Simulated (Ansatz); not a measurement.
Structure of V:

```cif
data_structure
_symmetry_space_group_name_H-M 'Fd-3m:1'
_symmetry_Int_Tables_number 227
_cell_length_a 5.4187
_cell_length_b 5.4187
_cell_length_c 5.4187
_cell_angle_alpha 90.000
_cell_angle_beta 90.000
_cell_angle_gamma 90.000
_cell_volume 159.11
loop_
_atom_site_label
_atom_site_type_symbol
_atom_site_symmetry_multiplicity
_atom_site_Wyckoff_symbol
_atom_site_fract_x
_atom_site_fract_y
_atom_site_fract_z
_atom_site_occupancy
V1 V 8 b 0.25000 0.25000 0.75000 1
```

Structure used: the geometry relaxed with DFT, r2SCAN, plane waves (500 eV) with PAW, scalar-relativistic (Ansatz 0.2.0); the starting structure was generated, so it need not be a known form of this composition.

Predict radii and indices of the first 7 visible rings (3 % of the strongest or more) for λ = 0.7107 Å and a flat detector at 210 mm.

```json
{"ring": "1", "radius": "48.7 mm", "2θ (°)": "13.04", "d (Å)": "3.13", "hkl": "111"}
{"ring": "2", "radius": "82.2 mm", "2θ (°)": "21.38", "d (Å)": "1.916", "hkl": "220"}
{"ring": "3", "radius": "98.5 mm", "2θ (°)": "25.12", "d (Å)": "1.634", "hkl": "311"}
{"ring": "4", "radius": "123.3 mm", "2θ (°)": "30.41", "d (Å)": "1.355", "hkl": "400"}
{"ring": "5", "radius": "137.5 mm", "2θ (°)": "33.22", "d (Å)": "1.243", "hkl": "331"}
{"ring": "6", "radius": "161.0 mm", "2θ (°)": "37.48", "d (Å)": "1.106", "hkl": "422"}
{"ring": "7", "radius": "175.2 mm", "2θ (°)": "39.85", "d (Å)": "1.043", "hkl": "511/333"}
```

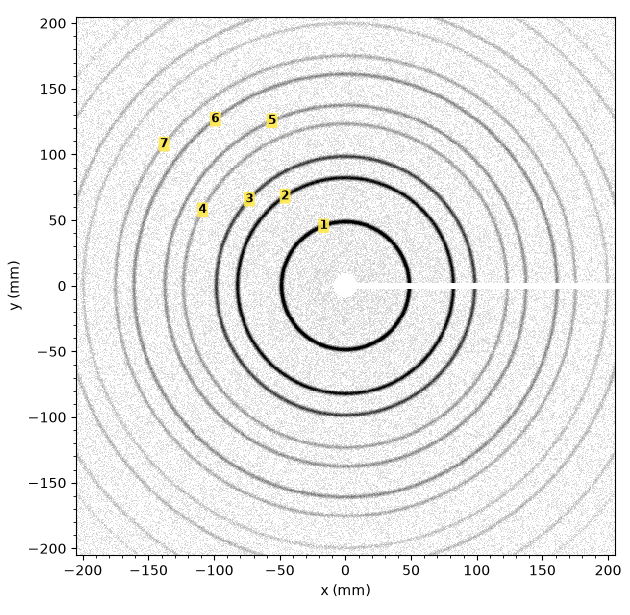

Simulated X-ray powder rings on a flat area detector normal to the beam: λ = 0.7107 Å, sample-to-detector distance 210 mm, axes in mm from the beam centre, for a fine-grained powder without texture. Kinematic intensities with B = 1.0 Å² for all atoms, without absorption; brightness goes as intensity to the power 0.5, clipped at the top, with counting noise. Reflections closer than the ring width show as one ring. The numbers mark the rings of the table.
